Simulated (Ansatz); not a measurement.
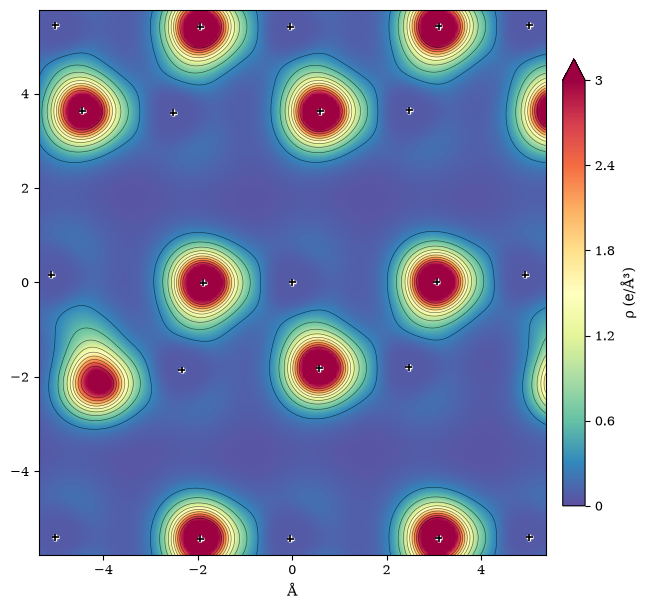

The valence charge density (pseudo) on a plane through atoms (crosses mark nuclei in the plane).

These are results of DFT PBE, scalar-relativistic, plane waves, PAW in Ansatz 0.2.0, not measurements.

Candidates:
A. Al16N17 (cell with a defect), a = 6.26 Å, b = 6.26 Å, c = 10.04 Å, α = 90.00°, β = 90.00°, γ = 120.00°. The program warned that a starting moment wasn't kept; spin-polarised.
B. Ga2O3, a = 12.46 Å, b = 3.08 Å, c = 5.88 Å, α = 90.00°, β = 103.70°, γ = 90.00°. Space group C2/m.
C. WSe2, a = 3.32 Å, b = 3.32 Å, c = 15.04 Å, α = 90.00°, β = 90.00°, γ = 120.00°. Space group P6₃/mmc; a structure from a database of computed crystals, not necessarily the ambient phase.

Question: Which system is this?

Answer: Candidate A: Al16N17 on the (110) plane of the calculation cell, which holds Al and N. Al–N (1.89 Å): the density is about 0.69 e/Å³ at the midpoint.
